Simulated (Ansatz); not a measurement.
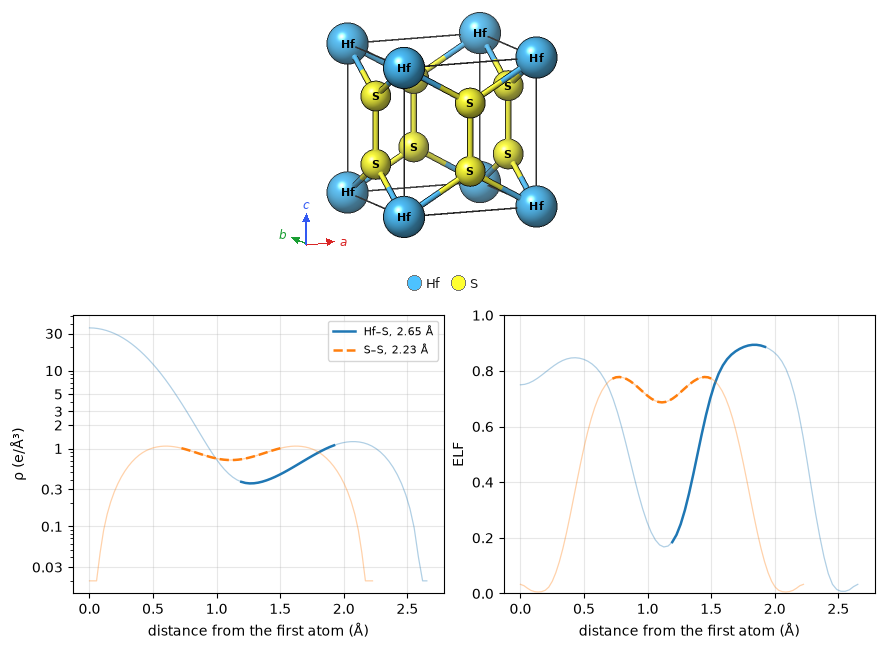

The picture shows: HfS₄. Valence charge density (pseudo) and ELF along straight lines between neighbouring atoms. Thin, pale parts lie inside the atomic spheres. The structure is drawn too.

Space group P4/mmm; a structure generated by program, which may or may not match a known phase.

All numbers below come from DFT PBE, scalar-relativistic, plane waves, PAW (Ansatz 0.2.0).

In a PAW calculation such maps are meaningful between the atoms, not at the nuclei.

```
Hf S
1.0
     4.61000    0.00000    0.00000
     0.00000    4.61000    0.00000
     0.00000    0.00000    4.85385
Hf S
1 4
Direct
  0.00000 0.00000 0.00000
  0.00000 0.50000 0.27070
  0.50000 0.00000 0.27070
  0.00000 0.50000 0.72930
  0.50000 0.00000 0.72930
```

Compare the contacts.

Answer. Hf–S (2.65 Å): the density is about 0.36 e/Å³ at the midpoint; the ELF peaks at about 0.90 in the valence shell of S, 0.8 Å from its nucleus, and is about 0.35 at the midpoint.
S–S (2.23 Å): ρ is about 0.71 e/Å³ halfway; the ELF peaks at about 0.80 between the atoms.
